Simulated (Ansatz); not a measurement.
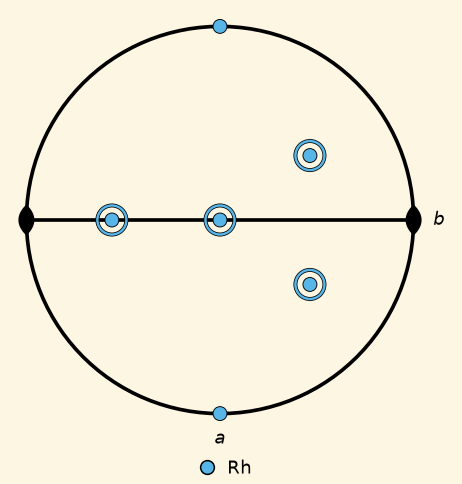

Crystal: Rh, the input geometry of an electronic-structure calculation (not necessarily at equilibrium); the starting structure was generated, so it need not be a known form of this composition. Directions from one rhodium atom at (0, 0.635, 1/4) to its bonded neighbours, in stereographic projection down c (filled: above the plane of the page or in it, open: below). The drawing is computed from the coordinates (standard cell, symmetry found to 0.002 Å).

Neighbours are counted up to 2.84 Å for Rh. The symmetry elements of the site are drawn in: heavy lines are mirror planes (a heavy rim: a mirror in the plane of the page); lens, triangle, square and hexagon are 2-, 3-, 4- and 6-fold axes, a lens in an open square is −4, a triangle in an open hexagon −6; thin dashed diameters join the ends of axes that lie in the page; a small open circle marks inversion.

```
CELL_PARAMETERS angstrom
2.62795 0.00000 0.00000
0.00000 7.97995 0.00000
0.00000 0.00000 2.65791
ATOMIC_POSITIONS crystal
Rh 0.00000 0.63513 0.25000
Rh 0.50000 0.86487 0.75000
Rh 0.50000 0.13513 0.25000
Rh 0.00000 0.36487 0.75000
```

### How many neighbours are there, and at what angles?

10: 2 Rh at 2.53 Å, 4 Rh at 2.62 Å, 2 Rh at 2.63 Å, 2 Rh at 2.66 Å. Angles between bonds: 58° (2×), 59° (4×), 60° (6×), 61° (2×), 63° (1×), 90° (8×), 91° (2×), 109° (4×), 120° (4×), 121° (4×), 122° (2×), 150° (4×), 180° (2×).

### What is the site's symmetry in the crystal?

Point group mm2 (C2v), order 4: one twofold axis, two mirror planes. In Cmcm, No. 63 this is Wyckoff position 4c.
